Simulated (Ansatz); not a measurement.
# Geometry relaxation of AlAs3 (part 2 of 2)

The same run, continued: AlAs3 (Pm-3n, 8 atoms in the cell); DFT r2SCAN, scalar-relativistic, plane waves, PAW, no spin polarisation (Ansatz 0.2.0); cutoff 500 eV, 8×8×8 k-mesh, Gaussian smearing of 0.1 eV. The structure was made by swapping elements on the sites of another compound; it need not be a known phase. It belongs to a series of runs on one base structure; here: A15 type (Pm-3n, No. 223).

Geometry of the input (Å; fractional positions):
```
5.3088  0.0000  0.0000
0.0000  5.3088  0.0000
0.0000  0.0000  5.3088
Al 0.0000  0.0000  0.0000
Al 0.5000  0.5000  0.5000
As 0.0000  0.5000  0.2500
As 0.0000  0.5000  0.7500
As 0.2500  0.0000  0.5000
As 0.7500  0.0000  0.5000
As 0.5000  0.7500  0.0000
As 0.5000  0.2500  0.0000
```

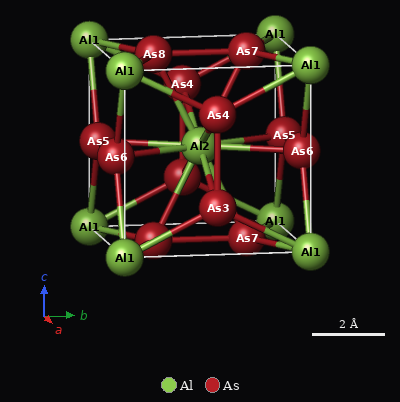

Figure 1. The geometry at step 2 of the log (ball-and-stick view of the cell of the calculation, seen slightly off an axis; atoms are numbered from 1 in the order of the input).

**Log, continued**
```
SCF iter   1: F=—  HF=-30263.896421 eV  |F-HF|=—  |Δ(HF+E_count)|=         —  Δρ=9.96e-6  dr2=1.15e-7  dr2_τ=3.25e-8  ethr=2.70e-8  ⟨swp⟩=3.0  Hψ=11680  notcnv=0
preconditioner: auto → Kerker (q_TF=auto, 2.540 Å⁻¹)  [metal: Δε(μ)=0.016 eV  Ē_g=8.778 eV  σ=0.100 eV  W_gap=0.09  n_scr=32 (ndim 8)  ℏωp=18.3 eV  f_vac=0.000  D(μ)=4.68/eV (n_scr^D=32)]
SCF iter   2: F=—  HF=-30263.896420 eV  |F-HF|=—  |Δ(HF+E_count)|=   7.80e-7  Δρ=6.58e-6  dr2=6.21e-8  dr2_τ=9.56e-10  ethr=1.20e-10  ⟨swp⟩=2.3  Hψ=3619  notcnv=0
SCF iter   3: F=—  HF=-30263.896420 eV  |F-HF|=—  |Δ(HF+E_count)|=   6.42e-8  Δρ=1.62e-6  dr2=5.19e-9  dr2_τ=3.79e-11  ethr=6.47e-11  ⟨swp⟩=2.0  Hψ=2680  notcnv=0
SCF iter   4: F=—  HF=-30263.896420 eV  |F-HF|=—  |Δ(HF+E_count)|=   2.76e-9  Δρ=5.45e-7  dr2=1.51e-10  dr2_τ=1.61e-11  ethr=5.41e-12  ⟨swp⟩=2.0  Hψ=3730  notcnv=0
SCF iter   5: F=-30263.896420 eV  HF=-30263.896420 eV  |F-HF|=1.82e-11  |Δ(HF+E_count)|=  3.97e-10  Δρ=1.16e-7  dr2=7.64e-12  dr2_τ=1.01e-12  ethr=1.00e-12  ⟨swp⟩=5.1  Hψ=7911  notcnv=0
SCF 4 converged in 5 iterations: F = -30263.896420 eV  dr2 = 7.64e-12
relax step   4: F+E_penalty+E_count = -30263.89641986 eV  Δ(F+E_penalty+E_count) = +2.736e-4 eV  max|allowed force component| = 7.402e-18 eV/Å  Δτ_max = 0.0000 Å  P = -0.024 GPa  Ω = 147.596 Å³  stress off target by 2.43e-2 GPa  SCF on the basis re-selected at this cell (its energy is not comparable with the rows above)  (5 SCF iters)
basis re-selected at this cell: Δ(F+E_penalty+E_count) = +2.736e-4 eV, ΔP = +0.000 GPa vs the last step (what re-selecting the basis moved, of the pressure what is left beyond the Pulay correction that the steps carried, after the strain that the cell walked since its last selection, with what the two solves' SCF thresholds leave and, on support functions, any second-order correction that the steps lacked; it is no measure of the basis error at this ecutwfc). This SCF's stress stands 2.43e-2 GPa from its target on what of the cell is left free (relax.cell.stress_tol is 5.00e-2 GPa) and its largest allowed force component is 7.40e-18 eV/Å (relax.f_tol is 1.00e-2 eV/Å): within both
SCF converged after 5 iterations
Free energy (F): -30263.896420 eV
Harris-Foulkes:  -30263.896420 eV  (|F-HF|=1.82e-11)
Internal energy: -30263.873030 eV  (E = F + TS)
E sigma→0 (E₀):  -30263.884725 eV
Entropy (-TS):   -0.023390 eV (-2.924 meV/atom)
Fermi energy:    11.486148 eV
--- Per-component energies (eV) ---
  E_band       = -1343.200491
  E_kinetic    = 658.503261
  E_local      = -10132.170621  (includes V_loc(G=0)·N_el)
  E_nonlocal   = -4004.706452
  E_hartree    = 5675.002182
  E_xc         = -517.497108
  E_vxc        = -570.598273  (∫ρ·V_xc dr)
  E_paw        = -12025.288299  (= ΣΔE_a)
  E_vpaw       = 1324.908870  (= ΣTr[D̂ρ^β])
  E_aug_tail   = -0.000039  (compensation charges beyond the density's cutoff)
  E_vtau       = 30.858692  (kinetic-family band-sum trace: ∫τ·v_τ [+ j·A + Jᵃ·Aᵃ] dr)
  E_ewald      = -9908.851291
  E_core_change = -8.864663  (= ΣΔE_core)
  E_smearing   = -0.023390  (= −TS)
  E_closure    = 0.000000  (closes the sum)
  Σ components = -30263.896420   (vs F -30263.896420, Δ=0.00e0)
--- Forces (eV/Å), atoms counted from 1 ---
  atom   1  Al     0.00000000     0.00000000     0.00000000
  atom   2  Al    -0.00000000     0.00000000    -0.00000000
  atom   3  As    -0.00000000    -0.00000000     0.00000000
  atom   4  As     0.00000000     0.00000000     0.00000000
  atom   5  As    -0.00000000    -0.00000000    -0.00000000
  atom   6  As     0.00000000     0.00000000     0.00000000
  atom   7  As    -0.00000000    -0.00000000     0.00000000
  atom   8  As     0.00000000     0.00000000    -0.00000000
  max |Σ_I F_I| component: 1.01e-18 eV/Å
--- Stress (GPa, compression-positive) ---
       -0.024299       0.000000      -0.000000
        0.000000      -0.024299       0.000000
       -0.000000       0.000000      -0.024299
  P = ⅓ Tr σ = -0.0243 GPa (-0.243 kbar)
--- Band table (eV; the first three rows and the last of 35) ---
  k-point 0: bands = ["-25.5913", "-25.5882", "-25.5882", "-25.5381", "-25.5381", "-25.5381", "-25.5254", "-25.5254", "-25.5254", "-25.4986", "-25.4949", "-25.4949", "-25.4949", "-25.4938", "-25.4938", "-25.4913", "-25.4884", "-25.4884", "-25.4884", "-25.4876", "-25.4876", "-25.4876", "-25.4841", "-25.4841", "-25.4841", "-25.4782", "-25.4782", "-25.4603", "-25.4603", "-25.4603", "-4.0692", "-0.7604", "-0.7604", "1.7029", "1.7029", "1.7029", "4.4122", "5.7293", "5.7293", "6.2877", "6.2877", "6.2877", "9.2728", "9.2728", "9.2728", "9.3185", "9.3185", "9.3185", "10.0999", "11.6788", "12.4531", "12.4531", "12.4531", "15.4820", "15.4820", "15.4820", "17.0204", "17.0204"]
  k-point 1: bands = ["-25.5905", "-25.5883", "-25.5840", "-25.5377", "-25.5372", "-25.5372", "-25.5260", "-25.5246", "-25.5246", "-25.4981", "-25.4954", "-25.4954", "-25.4947", "-25.4937", "-25.4937", "-25.4912", "-25.4891", "-25.4891", "-25.4886", "-25.4878", "-25.4876", "-25.4876", "-25.4848", "-25.4846", "-25.4846", "-25.4782", "-25.4781", "-25.4652", "-25.4602", "-25.4602", "-3.9907", "-0.9984", "-0.6878", "1.5821", "1.7417", "1.7417", "4.5134", "5.5097", "5.6507", "6.1528", "6.1528", "7.0860", "8.6037", "8.6037", "8.7328", "9.3503", "10.3112", "10.3112", "10.9778", "11.4720", "12.1172", "12.1172", "12.2305", "15.8996", "15.9249", "15.9808", "15.9808", "17.0666"]
  k-point 2: bands = ["-25.5901", "-25.5885", "-25.5704", "-25.5366", "-25.5353", "-25.5353", "-25.5276", "-25.5221", "-25.5221", "-25.4976", "-25.4976", "-25.4968", "-25.4942", "-25.4934", "-25.4933", "-25.4908", "-25.4907", "-25.4907", "-25.4892", "-25.4882", "-25.4882", "-25.4882", "-25.4863", "-25.4851", "-25.4851", "-25.4792", "-25.4780", "-25.4779", "-25.4600", "-25.4600", "-3.7570", "-1.5668", "-0.4734", "1.2690", "1.8425", "1.8425", "4.3176", "5.3882", "5.8031", "5.8031", "6.3682", "8.1298", "8.2684", "8.3309", "8.3309", "9.5804", "11.1307", "11.1307", "11.2288", "11.6956", "11.8477", "11.8477", "12.2668", "14.0001", "16.8300", "16.9969", "17.0189", "17.0189"]
  k-point 34: bands = ["-25.5254", "-25.5254", "-25.5254", "-25.5254", "-25.5254", "-25.5254", "-25.5126", "-25.5126", "-25.5126", "-25.5126", "-25.5118", "-25.5118", "-25.5118", "-25.5118", "-25.5118", "-25.5118", "-25.5065", "-25.5065", "-25.4913", "-25.4913", "-25.4913", "-25.4913", "-25.4913", "-25.4913", "-25.4841", "-25.4841", "-25.4841", "-25.4841", "-25.4841", "-25.4841", "-0.8096", "-0.8096", "-0.8096", "-0.8096", "-0.8096", "-0.8096", "3.3941", "3.3941", "9.8657", "9.8657", "9.8657", "9.8657", "9.8657", "9.8657", "11.4696", "11.4696", "11.4696", "11.4696", "11.4696", "11.4696", "11.4881", "11.4881", "11.4881", "11.4881", "14.3887", "14.3887", "14.9840", "14.9840"]
--- Relaxed structure (3 steps of the walk, 3 accepted, 1 SCFs on fresh bases) ---
  F+E_penalty+E_count = -30263.89641986 eV   max|allowed force component| = 7.402e-18 eV/Å   (the final SCF, on the basis selected at the relaxed cell)
  cell:  # Å, volume = 147.5960 Å³
    - [5.2847549974038275, 2.5679065925163148e-34, 2.5679065925163148e-34]
    - [0.0, 5.2847549974038275, 0.0]
    - [2.5679065925163148e-34, 0.0, 5.2847549974038275]
  atoms:
    - { symbol: Al, position: [-4.940222925082752e-35, 3.52504029195853e-35, 3.0497207886039876e-36] }
    - { symbol: Al, position: [0.5, 0.5, 0.5] }
    - { symbol: As, position: [2.6896884070258107e-35, 0.5, 0.25] }
    - { symbol: As, position: [4.201263473594293e-35, 0.5, 0.75] }
    - { symbol: As, position: [0.25, 2.1362806995487366e-35, 0.5] }
    - { symbol: As, position: [0.75, -5.550314697556143e-37, 0.5] }
    - { symbol: As, position: [0.5, 0.75, -3.09105291933047e-36] }
    - { symbol: As, position: [0.5, 0.25, -9.137353185604399e-36] }
```

**Trajectory as extended XYZ (Å, eV, eV/Å), 4 frames, from step=1 to step=4**
```
8
Lattice="5.3088 0.0000 0.0000 0.0000 5.3088 0.0000 0.0000 0.0000 5.3088" Properties=species:S:1:pos:R:3:forces:R:3 step=1 energy=-30263.88933 pressure_GPa=-1.09
Al    0.0000    0.0000    0.0000    0.0000   0.0000   0.0000
Al    2.6544    2.6544    2.6544    0.0000   0.0000   0.0000
As    0.0000    2.6544    1.3272    0.0000   0.0000   0.0000
As    0.0000    2.6544    3.9816    0.0000   0.0000   0.0000
As    1.3272    0.0000    2.6544    0.0000   0.0000   0.0000
As    3.9816    0.0000    2.6544    0.0000   0.0000   0.0000
As    2.6544    3.9816    0.0000    0.0000   0.0000   0.0000
As    2.6544    1.3272    0.0000    0.0000   0.0000   0.0000
8
Lattice="5.2625 0.0000 0.0000 0.0000 5.2625 0.0000 0.0000 0.0000 5.2625" Properties=species:S:1:pos:R:3:forces:R:3 step=2 energy=-30263.89123 pressure_GPa=1.02
Al    0.0000    0.0000    0.0000    0.0000   0.0000   0.0000
Al    2.6312    2.6312    2.6312    0.0000   0.0000   0.0000
As    0.0000    2.6312    1.3156    0.0000   0.0000   0.0000
As    0.0000    2.6312    3.9469    0.0000   0.0000   0.0000
As    1.3156    0.0000    2.6312    0.0000   0.0000   0.0000
As    3.9469    0.0000    2.6312    0.0000   0.0000   0.0000
As    2.6312    3.9469    0.0000    0.0000   0.0000   0.0000
As    2.6312    1.3156    0.0000    0.0000   0.0000   0.0000
8
Lattice="5.2848 0.0000 0.0000 0.0000 5.2848 0.0000 0.0000 0.0000 5.2848" Properties=species:S:1:pos:R:3:forces:R:3 step=3 energy=-30263.89669 pressure_GPa=-0.02
Al    0.0000    0.0000    0.0000    0.0000   0.0000   0.0000
Al    2.6424    2.6424    2.6424    0.0000   0.0000   0.0000
As    0.0000    2.6424    1.3212    0.0000   0.0000   0.0000
As    0.0000    2.6424    3.9636    0.0000   0.0000   0.0000
As    1.3212    0.0000    2.6424    0.0000   0.0000   0.0000
As    3.9636    0.0000    2.6424    0.0000   0.0000   0.0000
As    2.6424    3.9636    0.0000    0.0000   0.0000   0.0000
As    2.6424    1.3212    0.0000    0.0000   0.0000   0.0000
8
Lattice="5.2848 0.0000 0.0000 0.0000 5.2848 0.0000 0.0000 0.0000 5.2848" Properties=species:S:1:pos:R:3:forces:R:3 step=4 energy=-30263.89642 pressure_GPa=-0.02
Al    0.0000    0.0000    0.0000    0.0000   0.0000   0.0000
Al    2.6424    2.6424    2.6424    0.0000   0.0000   0.0000
As    0.0000    2.6424    1.3212    0.0000   0.0000   0.0000
As    0.0000    2.6424    3.9636    0.0000   0.0000   0.0000
As    1.3212    0.0000    2.6424    0.0000   0.0000   0.0000
As    3.9636    0.0000    2.6424    0.0000   0.0000   0.0000
As    2.6424    3.9636    0.0000    0.0000   0.0000   0.0000
As    2.6424    1.3212    0.0000    0.0000   0.0000   0.0000
```

**Results in brief**

```json
{"quantity": "outcome", "value": "converged"}
{"quantity": "space group (tolerance 0.01 Å)", "value": "Pm-3n (223)"}
{"quantity": "electrons treated", "value": "96"}
{"quantity": "free energy", "value": "−30263.8964 eV"}
{"quantity": "Fermi energy", "value": "11.486 eV"}
{"quantity": "gap on the k-point mesh", "value": "none (metallic)"}
{"quantity": "pressure", "value": "−0.02 GPa"}
{"quantity": "final volume", "value": "147.60 Å³"}
{"quantity": "largest force (length of the vector) at the end", "value": "under 0.001 eV/Å"}
{"quantity": "final cell", "value": "a = 5.285 Å, b = 5.285 Å, c = 5.285 Å, α = 90.00°, β = 90.00°, γ = 90.00°"}
{"quantity": "hardware", "value": "1 thread of Intel Xeon @ 2.50GHz (Skylake/Cascade Lake), 192 GiB of memory available, shared host"}
{"quantity": "wall time", "value": "2.9 min"}
{"quantity": "peak memory", "value": "0.88 GiB"}
```
